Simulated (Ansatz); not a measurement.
## Single-point calculation of Ti3Al

Ti3Al (P-6m2, 4 atoms in the cell), computed with DFT PBE, scalar-relativistic, plane waves, PAW, PAW set soft_1, spin-polarised (Ansatz 0.2.0).

The structure derives from a Materials Project entry. Figures and captions count atoms from 1; the log counts them from 0 in places.

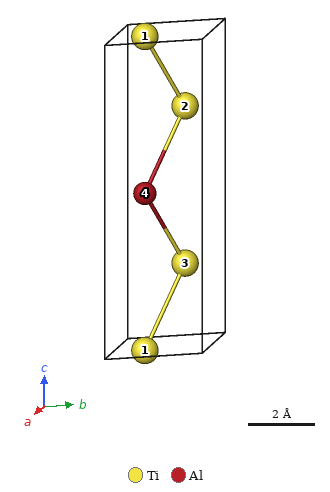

Figure 1. The input geometry (ball-and-stick view of the cell of the calculation, seen slightly off an axis; atoms are numbered from 1 in the order of the input). An atom can appear more than once, as a periodic image.

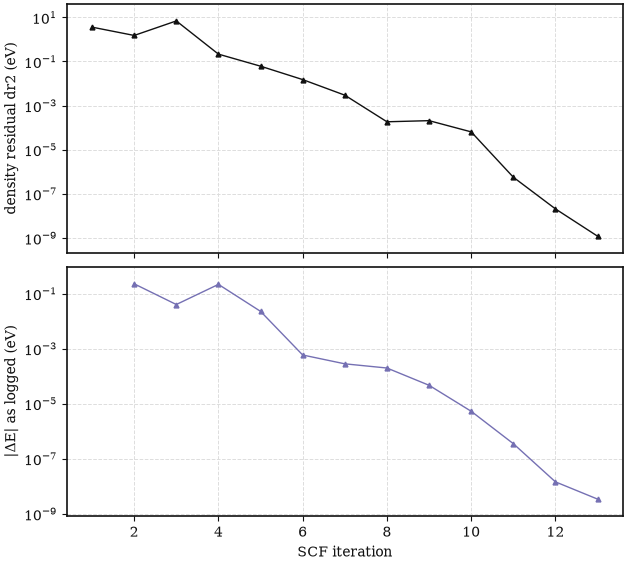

Figure 2. Convergence of the self-consistent field: density residual dr2 and size of the energy change against the SCF iteration. The residual comes down, with one marked jump up, by a factor of about 5, at step 3.

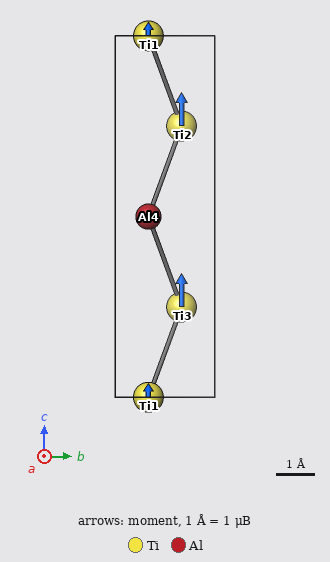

Figure 3. Magnetic moments of the sites as blue arrows (ball-and-stick view of the cell of the calculation, along the a axis; atoms are numbered from 1 in the order of the input); small moments hardly show. The run is collinear, so the axis drawn is arbitrary. Site moments: Ti2, Ti3 (0.93 μB); Ti1 (0.39 μB); Al4 (0.05 μB). They are counted near the atoms and needn't add up to the moment of the cell.

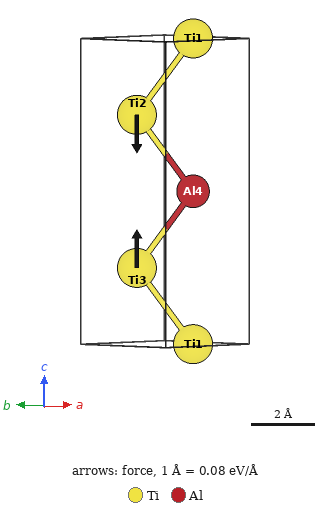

Figure 4. Forces on the atoms as black arrows (ball-and-stick view of the cell of the calculation, seen at an oblique angle; atoms are numbered from 1 in the order of the input). The largest act on Ti2, Ti3 (0.10 eV/Å). The geometry is not a stationary point of this energy.

The input and output of the run follow.

**Input file**
```yaml
crystal:
  lattice:
    - [3.0958963221, 0.0, 0.0]
    - [-1.547948161, 2.6811248624, 0.0]
    - [0.0, 0.0, 9.7550930935]
  atoms:
    - { symbol: Ti, position: [0.6666666667, 0.3333333333, 0.0], spin: 1.0 }
    - { symbol: Ti, position: [0.3333333333, 0.6666666667, 0.7504575668], spin: 1.0 }
    - { symbol: Ti, position: [0.3333333333, 0.6666666667, 0.2495424332], spin: 1.0 }
    - { symbol: Al, position: [0.6666666667, 0.3333333333, 0.5] }
basis:
  ecutwfc: 520.0
kpoints:
  mp_grid: { grid: [18, 18, 6] }
hamiltonian:
  xc: pbe
  pseudopotentials: { kind: paw, azcp: { folder: soft_1 } }
scf:
  occupations: { method: gaussian, width: 0.15 }
  lower_state_search: "off"
output:
  forces: true
  stress: true
  eigenvalues: true
  populations: true
magnetization:
  spin_polarized: true
  initial_magnetization: 3.0
  spin_locking: { lock_magnetization: hard }
```

Launched with:
```bash
ansatz run input.yaml --threads 4 --pin off --max-ram 8192MiB --backend cpu --events-out ev --progress --plain --runs-dir out
```

**Log**
```
Warning: output.stress: scf.convergence.dr2_threshold = 1e-7 eV (the SCF's general default) is looser than the 4e-10 eV advised for a printed stress (1e-10 eV for each atom of the cell: 4). What an SCF threshold leaves in a stress goes as its square root, and in the free energy as the threshold itself, and one threshold admits the most on a small cell: of the crystals measured, under no hybrid functional and no lock of the moments, on runs that ended without the residual-converged pass, on stresses that held no estimate of that error, the worst erred by over 100 MPa in a component at 1e-7 eV an atom and by under 5 at 1e-10. Set scf.convergence.dr2_threshold to 4e-10 eV or tighter. The threshold is an SCF's pass mark: one that does not reach it within its budget of iterations ends unconverged, or closes short of it on a stop that the run arms, and scf.convergence.dr2_threshold's page says what that costs each kind of run
Engine: ansatz 0.2.0, x86_64-unknown-linux-gnu
Pseudopotentials: kind: paw
Pseudopotential: Ti, paw, valence charge 12, recommended cutoff 420 eV (normal), [file]
Pseudopotential: Al, paw, valence charge 3, recommended cutoff 420 eV (normal), [file]
Functional definition: PBE
  parameter kappa = 0.804
  parameter beta = 0.06672455060314922
  exchange = pbe_x(kappa = kappa, mu = beta*pi^2/3)
  correlation = pbe_c(beta = beta)
Crystal: 4 atoms, lattice volume = 80.972 Å³
Basis set: ecut = 520 eV, 2173 PW (Γ), exchange–correlation on 48×48×150 points (8 copies of the dense FFT grid, shifted against one another)
Bands: 26, of which v1, the nominal top of the filled ones, is band 20 counted from 1 (19 counted from 0)
Symmetry: 12 space group operations
Space group: P-6m2 (ITA 187), of the structure as read, at distance tolerance 4.3e-5 Å
Magnetic group: BNS 187.209 (UNI 1439), of the structure as read, at distance tolerance 4.3e-5 Å
k-points: 148 of 1944 (time reversal used)
Non-local potential: Ti, projectors of the file, l = 0: 3, l = 1: 2, l = 2: 3, l = 3: 1
Non-local potential: Al, projectors of the file, l = 0: 2, l = 1: 2, l = 2: 1
PAW form: soft (Blöchl's): semilocal exchange-correlation on the pseudo side does not see the compensation charge
PAW one-centre angular grid: Ti, 590 points (default); XC on 64 Gauss nodes
PAW one-centre angular grid: Al, 110 points (default); XC on 64 Gauss nodes
Initial density: superposition of atomic densities (chi_scale 0.1, normalization cell)
Starting moments: Σ|m| = 3 μB on 3 of 4 sites
Initial wavefunctions: pseudopotential atomic-orbital guess
Functional: x = pbe(κ = 0.804, μ = 0.2195149727645171), c = pbe(β = 0.06672455060314922)
SCF iter   1: F=—  HF=-8036.531433 eV  |F-HF|=—  |Δ(HF+E_count)|=         —  Δρ=4.24e-2 (↑4.24e-2 ↓1.55e-2)  dr2=3.59e0  dr2_m=4.20e-1  M=3.000 μB ∫|m|=3.000 μB  β_m=0.30  ethr=3.10e-3  ⟨swp⟩=4.2  Hψ=26725  notcnv=0
preconditioner: auto → Kerker (q_TF=auto, 2.416 Å⁻¹)  [metal: Δε(μ)=0.005 eV  Ē_g=3.419 eV  σ=0.150 eV  W_gap=0.02  n_scr=12 (ndim 8)  ℏωp=16.0 eV  f_vac=0.000  D(μ)=7.02/eV (n_scr^D=66)]
spin=Collinear: Kerker preconditioning applied to the charge; magnetization (m = ρ↑ − ρ↓) channel mixes plain (no charge-response kernel on spin).
SCF iter   2: F=—  HF=-8036.305890 eV  |F-HF|=—  |Δ(HF+E_count)|=   2.26e-1  Δρ=2.87e-2 (↑2.87e-2 ↓1.23e-2)  dr2=1.51e0  dr2_m=2.23e-1  M=3.000 μB ∫|m|=3.000 μB  β_m=0.54  ethr=3.10e-3  ⟨swp⟩=2.1  Hψ=11865  notcnv=0  defer=182
SCF iter   3: F=—  HF=-8036.346013 eV  |F-HF|=—  |Δ(HF+E_count)|=   4.01e-2  Δρ=2.75e-2 (↑2.75e-2 ↓1.97e-2)  dr2=6.87e0  dr2_m=3.22e-2  M=3.000 μB ∫|m|=3.000 μB  β_m=0.38  ethr=3.10e-3  ⟨swp⟩=3.0  Hψ=16301  notcnv=0  defer=182  recentre
SCF iter   4: F=—  HF=-8036.129756 eV  |F-HF|=—  |Δ(HF+E_count)|=   2.16e-1  Δρ=6.56e-3 (↑6.56e-3 ↓4.67e-3)  dr2=2.15e-1  dr2_m=1.10e-2  M=3.000 μB ∫|m|=3.000 μB  β_m=0.55  ethr=3.10e-3  ⟨swp⟩=2.6  Hψ=13143  notcnv=0  defer=174
SCF iter   5: F=—  HF=-8036.107172 eV  |F-HF|=—  |Δ(HF+E_count)|=   2.26e-2  Δρ=3.09e-3 (↑1.77e-3 ↓3.09e-3)  dr2=6.11e-2  dr2_m=8.49e-4  M=3.000 μB ∫|m|=3.001 μB  β_m=0.78  ethr=5.50e-4  ⟨swp⟩=2.0  Hψ=11554  notcnv=0  defer=170
SCF iter   6: F=—  HF=-8036.106583 eV  |F-HF|=—  |Δ(HF+E_count)|=   5.88e-4  Δρ=2.43e-3 (↑2.43e-3 ↓3.77e-4)  dr2=1.51e-2  dr2_m=9.22e-4  M=3.000 μB ∫|m|=3.002 μB  β_m=0.89  ethr=1.57e-4  ⟨swp⟩=1.9  Hψ=10249  notcnv=0  defer=168
SCF iter   7: F=—  HF=-8036.106303 eV  |F-HF|=—  |Δ(HF+E_count)|=   2.81e-4  Δρ=1.11e-3 (↑1.11e-3 ↓2.22e-4)  dr2=2.97e-3  dr2_m=2.69e-4  M=3.000 μB ∫|m|=3.002 μB  β_m=0.94  ethr=3.86e-5  ⟨swp⟩=1.5  Hψ=8047  notcnv=0  defer=168
SCF iter   8: F=—  HF=-8036.106500 eV  |F-HF|=—  |Δ(HF+E_count)|=   1.98e-4  Δρ=3.90e-4 (↑3.90e-4 ↓1.16e-4)  dr2=1.85e-4  dr2_m=3.99e-5  M=3.000 μB ∫|m|=3.002 μB  β_m=0.97  ethr=7.62e-6  ⟨swp⟩=1.5  Hψ=8240  notcnv=0  defer=168
SCF iter   9: F=—  HF=-8036.106547 eV  |F-HF|=—  |Δ(HF+E_count)|=   4.67e-5  Δρ=1.76e-4 (↑1.76e-4 ↓1.09e-4)  dr2=2.08e-4  dr2_m=1.18e-6  M=3.000 μB ∫|m|=3.002 μB  β_m=0.88  ethr=4.73e-7  ⟨swp⟩=2.1  Hψ=10207  notcnv=0  defer=168
SCF iter  10: F=—  HF=-8036.106542 eV  |F-HF|=—  |Δ(HF+E_count)|=   5.31e-6  Δρ=1.12e-4 (↑1.12e-4 ↓5.09e-5)  dr2=6.45e-5  dr2_m=7.77e-7  M=3.000 μB ∫|m|=3.002 μB  β_m=0.72  ethr=4.73e-7  ⟨swp⟩=1.0  Hψ=7534  notcnv=0  defer=168
SCF iter  11: F=—  HF=-8036.106542 eV  |F-HF|=—  |Δ(HF+E_count)|=   3.54e-7  Δρ=9.36e-6 (↑9.36e-6 ↓7.35e-6)  dr2=5.70e-7  dr2_m=5.00e-9  M=3.000 μB ∫|m|=3.002 μB  β_m=0.83  ethr=1.65e-7  ⟨swp⟩=1.3  Hψ=7855  notcnv=0  defer=167
iter 12 met the thresholds in force, and the SCF goes on: an eigenvalue changes by 0.84 meV, over its tolerance of 0.50 meV (output.eigenvalues, Limitations)
SCF iter  12: F=-8036.106542 eV  HF=-8036.106542 eV  |F-HF|=1.56e-8  |Δ(HF+E_count)|=   1.45e-8  Δρ=2.50e-6 (↑1.70e-6 ↓2.50e-6)  dr2=2.09e-8  dr2_m=1.61e-9  M=3.000 μB ∫|m|=3.002 μB  β_m=0.92  ethr=2.56e-10  ⟨swp⟩=4.7  Hψ=26721  notcnv=0
SCF iter  13: F=-8036.106542 eV  HF=-8036.106542 eV  |F-HF|=9.84e-10  |Δ(HF+E_count)|=   3.43e-9  Δρ=7.01e-7 (↑7.01e-7 ↓2.90e-7)  dr2=1.21e-9  dr2_m=7.24e-11  M=3.000 μB ∫|m|=3.002 μB  ethr=5.36e-11  ⟨swp⟩=1.6  Hψ=19664  notcnv=0
the search or the solves at the SCF's close seem to have found levels that the self-consistency loop had missed (the run counts 3). By its estimate they hold under 1e-12 electrons; where the run keeps them, the occupations were computed again with them
SCF 1 converged in 13 iterations: F = -8036.106542 eV  dr2 = 1.21e-9
  greatest PAW one-centre occupation: 0.999 electrons in one spin orbital (limit 2), on the Ti atom at site 0 (counted from 0), in its partial waves of l = 0
SCF converged after 13 iterations
Stability checked in part: among states of this total moment the steps that led to this state did not find it unstable. No probe was made; neither looks for a lower state of another moment (fixed_total_moment; see scf.lower_state_search)
an eigenvalue changed by more than its tolerance at an iteration that met the thresholds in force, so the SCF went on 1 time: the last check found none over its tolerance
Magnetization: 3.0000 μB (21.0000 up, 18.0000 down)
Absolute magnetization: 3.0019 μB (∫|ρ↑−ρ↓|, with the PAW one-centre terms)
Spin contamination: 0.0281 ħ² per cell (⟨S²⟩ above its minimum at these occupations)
Per-site moments (μB) at R_I (Å): [(0.3884501154854499, 1.245771961025791), (0.9255825277491837, 1.245771961025791), (0.9255825277491835, 1.245771961025791), (0.054873704205115975, 1.2487421172196165)]
Free energy (F): -8036.106542 eV
Harris-Foulkes:  -8036.106542 eV  (|F-HF|=9.84e-10)
Internal energy: -8036.034439 eV  (E = F + TS)
E sigma→0 (E₀):  -8036.070490 eV
Entropy (-TS):   -0.072103 eV (-18.026 meV/atom)
Fermi energy:    9.629880 (↑ 9.853093, ↓ 9.406668) eV
--- Per-component energies (eV) ---
  E_band       = -590.418892
  E_kinetic    = 852.885100
  E_local      = -3921.480782  (includes V_loc(G=0)·N_el)
  E_nonlocal   = 191.059614
  E_hartree    = 1634.053447
  E_xc         = -381.132348
  E_vxc        = -458.754357  (∫ρ·V_xc dr)
  E_paw        = -3594.380953  (= ΣΔE_a)
  E_vpaw       = -522.234453  (= ΣTr[D̂ρ^β])
  E_aug_tail   = -0.000086  (compensation charges beyond the density's cutoff)
  E_ewald      = -2817.038430
  E_smearing   = -0.072103  (= −TS)
  E_closure    = -0.000000  (closes the sum)
  Σ components = -8036.106542   (vs F -8036.106542, Δ=0.00e0)
--- Forces (eV/Å), atoms counted from 1 ---
  atom   1  Ti    -0.00000000     0.00000000     0.00000000
  atom   2  Ti     0.00000000    -0.00000000    -0.09935462
  atom   3  Ti     0.00000000    -0.00000000     0.09935462
  atom   4  Al     0.00000000    -0.00000000     0.00000000
  max |Σ_I F_I| component: 7.86e-17 eV/Å
--- Stress (GPa, compression-positive) ---
      -11.705308      -0.000000       0.000000
       -0.000000     -11.705308       0.000000
        0.000000       0.000000     -10.419326
  P = ⅓ Tr σ = -11.2766 GPa (-112.766 kbar)
--- Band table (eV; the first three rows and the last of 296) ---
  k-point 0 ↑: bands = ["-47.6612", "-47.6576", "-47.4624", "-23.9886", "-23.9064", "-23.7549", "-23.7549", "-23.7521", "-23.7521", "-23.6174", "-23.5542", "-23.5542", "1.6691", "4.5723", "4.7601", "7.1267", "8.6001", "9.5662", "10.0172", "10.0172", "10.0519", "10.0926", "10.0926", "10.3162", "10.3162", "11.1174"]
  k-point 1 ↑: bands = ["-47.6612", "-47.6576", "-47.4624", "-23.9888", "-23.9062", "-23.7549", "-23.7549", "-23.7521", "-23.7521", "-23.6174", "-23.5542", "-23.5542", "1.6777", "4.2687", "5.1576", "7.0148", "8.5690", "9.5591", "10.0155", "10.0155", "10.0562", "10.0941", "10.0941", "10.3176", "10.3176", "11.1120"]
  k-point 2 ↑: bands = ["-47.6612", "-47.6576", "-47.4624", "-23.9891", "-23.9058", "-23.7549", "-23.7549", "-23.7521", "-23.7521", "-23.6175", "-23.5542", "-23.5542", "1.6954", "4.0177", "5.6876", "6.6941", "8.5154", "9.5463", "10.0122", "10.0122", "10.0639", "10.0968", "10.0968", "10.3204", "10.3204", "11.1017"]
  k-point 147 ↓: bands = ["-47.1134", "-46.8390", "-46.8390", "-23.4631", "-23.4466", "-23.3742", "-23.1487", "-23.1458", "-23.1373", "-23.1104", "-23.1061", "-23.0817", "7.5313", "8.1680", "8.2954", "8.8179", "8.8398", "8.8680", "9.0648", "9.2712", "9.9076", "10.0545", "10.0597", "11.3026", "11.5362", "11.9210"]
--- Löwdin populations: 4 sites ---
  site symbol       q [e]    m [muB]
     0     Ti     11.7894     0.4369
     1     Ti     11.6382     1.1567
     2     Ti     11.6382     1.1567
     3     Al      3.4852     0.1101
  spilling = 0.011513 (of n_electrons = 39.000000)
```

**File populations.tsv**
```
# site	symbol	l	j	q_up	q_dn
# orbitals = lowdin
# n_electrons = 39.000000
# spilling = 0.011513
0	Ti	0_3S	-	0.983722	0.983167
0	Ti	0_4S	-	0.465128	0.459952
0	Ti	1_3P	-	2.997165	2.994756
0	Ti	2_3D	-	1.667135	1.238364
1	Ti	0_3S	-	0.981200	0.980900
1	Ti	0_4S	-	0.431289	0.381742
1	Ti	1_3P	-	2.997097	2.994609
1	Ti	2_3D	-	1.987842	0.883516
2	Ti	0_3S	-	0.981200	0.980900
2	Ti	0_4S	-	0.431289	0.381742
2	Ti	1_3P	-	2.997097	2.994609
2	Ti	2_3D	-	1.987842	0.883516
3	Al	0_3S	-	0.571244	0.571023
3	Al	1_3P	-	1.226421	1.116523
```

**Results in brief**

| quantity | value |
| --- | --- |
| outcome | converged |
| space group (tolerance 0.01 Å) | P-6m2 (187) |
| electrons treated | 39 |
| free energy | −8036.1065 eV |
| Fermi energy | 9.630 eV |
| gap on the k-point mesh | none (metallic) |
| net moment of the cell | 3.00 μB |
| integrated absolute moment | 3.00 μB |
| pressure | −11.28 GPa |
| largest force (length of the vector) | 0.099 eV/Å |
| hardware | 4 threads of Intel Xeon @ 2.50GHz (Skylake/Cascade Lake), 12 GiB of memory available, shared host |
| wall time | 50 s (CPU time 2.9 min) |
| peak memory | 0.94 GiB |

The electronic state found may not be the lowest one. Warnings of the run: the SCF threshold is looser than advised for the printed stress. The cell is under a tension of 11.3 GPa at this level, so it is not at its equilibrium volume.
